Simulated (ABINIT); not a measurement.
## C: single-point calculation

C (P6/mmm, 2 atoms in the cell), computed with Kohn-Sham DFT of a periodic cell, PBE, JTH PAW PBE v2.0, no spin polarisation (ABINIT 10.8.3).

The structure derives from a Materials Project entry.

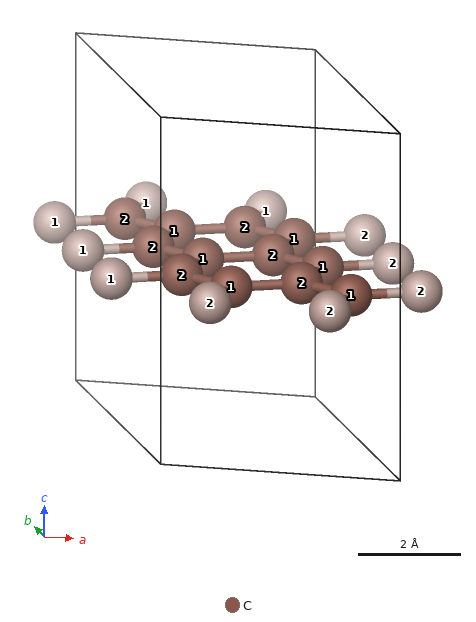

The structure as given in the input (ball-and-stick view of the 2 × 3 repeat of the cell, with the vacuum cut short, seen slightly off an axis; neighbours outside the cell are drawn fainter; atoms are numbered from 1 in the order of the input). Near neighbours in the crystal (not all of them lie inside the picture): C has 3 C at 1.42 Å.

The input
```python
import json, os
import numpy as np
from ase.units import GPa
from ase.calculators.abinit import Abinit, AbinitProfile
from ase import Atoms

atoms = Atoms(['C', 'C'],
              cell=[[2.4561701622, 0.0, 0.0], [-1.2280850811, 2.1271057565, 0.0], [0.0, 0.0, 8.52380336]],
              scaled_positions=[[0.6666666667, 0.3333333333, 0.0], [0.3333333333, 0.6666666667, 0.0]],
              pbc=True)

profile = AbinitProfile(command='abinit', pp_paths=[os.path.abspath('pseudos')])
params = dict(
    pps='pawxml', xc='PBE',
    ecut=517.0163,
    pawecutdg=1034.0327,
    pawovlp=30,
    kptopt=1,
    ngkpt=[12, 12, 3],
    nshiftk=1,
    shiftk=[0.0, 0.0, 0.0],
    ixc=11,
    nband=8,
    occopt=3,
    tsmear=0.05,
    nstep=100,
    tolvrs=1e-09,
    prtwf=0,
    prtden=0,
)

atoms.calc = Abinit(profile=profile, directory='run', **params)
energy = atoms.get_potential_energy()
forces = atoms.get_forces()
stress = atoms.get_stress()
print(f'energy {energy:.6f} eV')
print('forces (eV/A)')
print(np.round(forces, 5))
print('stress (GPa, Voigt, tension positive)', np.round(stress / GPa, 4))
json.dump(dict(energy=energy, forces=forces.tolist(), stress=stress.tolist(), cell=atoms.cell.tolist(), frac=atoms.get_scaled_positions(wrap=False).tolist()), open('results.json', 'w'))
```

File abinit.in
```
ecut 517.0163 eV
ixc 11
kptopt 1
natom 2
nband 8
ngkpt
12 12 3
nshiftk 1
nsppol 1
nstep 100
occopt 3
pawecutdg 1034.0327 eV
pawovlp 30
prtden 0
prtwf 0
shiftk
0.0 0.0 0.0
tolvrs 1e-09
tsmear 0.05 eV
#Definition of the unit cell
acell
1.00000000000000 1.00000000000000 1.00000000000000 Angstrom
rprim
2.45617016220000 0.00000000000000 0.00000000000000
-1.22808508110000 2.12710575650000 0.00000000000000
0.00000000000000 0.00000000000000 8.52380336000000
chkprim 0 # Allow non-primitive cells
#Definition of the atom types
ntypat 1
znucl 6
#Enumerate different atomic species
typat
 1 1
pseudos "./pseudos/C.GGA_PBE-JTH.xml"
#Definition of the atoms
xcart
2.32074446273731 1.33988244002474 0.00000000000000
-0.00000000023207 2.67976488045144 0.00000000000000
chkexit 1 # abinit.exit file in the running directory terminates after the current SCF
```

Hardware: 1 thread of Arm Neoverse V2, 24 GiB of memory available, shared host.

Launched with:
```bash
python run.py
```

Output
```
energy -312.788586 eV
forces (eV/A)
[[ 0.  0. -0.]
 [-0. -0. -0.]]
stress (GPa, Voigt, tension positive) [-1.8266 -1.8266  0.0732  0.      0.      0.    ]
```

Results in brief

- outcome: converged
- space group (tolerance 0.01 Å): P6/mmm (191)
- electrons treated: 8
- free energy: −312.7885 eV
- Fermi energy: −0.555 eV
- gap on the k-point mesh: none (metallic)
- pressure: 1.19 GPa
- largest force (length of the vector): under 0.001 eV/Å
- wall time: 11 s
- peak memory: 0.09 GiB
